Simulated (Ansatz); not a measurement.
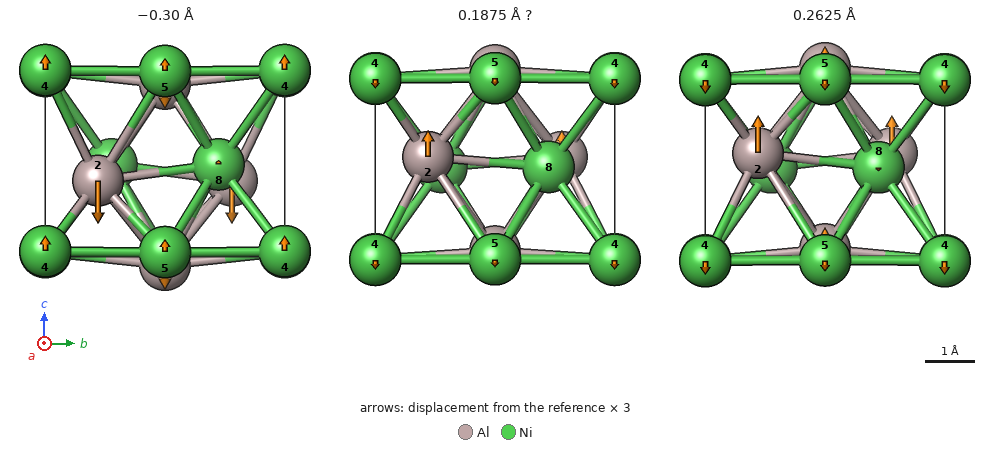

A scan of a crystal of Al₃Ni₅ (Cmmm): a normal mode at the zone centre is frozen in with the cell fixed, the amplitude being the largest displacement of an atom. The picture is a ball-and-stick view of the cell of the calculation, seen along the a axis. Orange arrows: displacements from the reference.

These are results of Ansatz 0.2.0, DFT PBEsol, scalar-relativistic, plane waves, PAW, not measurements. (plane-wave cutoff 420 eV; k-point mesh 8 × 8 × 10; occupations gaussian; smearing width 0.15 eV; no spin polarisation). Energies (free energies at the smearing named) are counted from the relaxed crystal.

| largest displacement (Å) | ΔE (meV/cell) |
| --- | --- |
| −0.3000 | 1573 |
| −0.1500 | 376 |
| 0.0000 | 0 |
| 0.0375 | 23 |
| 0.0750 | 93 |
| 0.1125 | 210 |
| 0.1875 | ? |
| 0.2250 | 862 |
| 0.2625 | 1188 |

One row is withheld. What is its energy?

Answer. A straight line between the two neighbours gives 645 meV/cell. A cubic through the four nearest rows (0.0750, 0.1125, 0.2250, 0.2625) gives, with Lagrange weights, (−0.2000)(93) + (0.5000)(210) + (1.0000)(862) + (−0.3000)(1188) = 592 meV/cell. The calculation gives 592 meV/cell, so the cubic is right to the digits shown and the straight line 53 meV/cell too high, as the curve bends upwards here.

The whole profile:

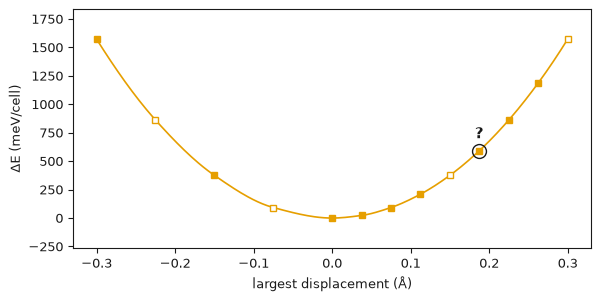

Limits of the set-up: an element that often carries a moment was run without spin polarisation.
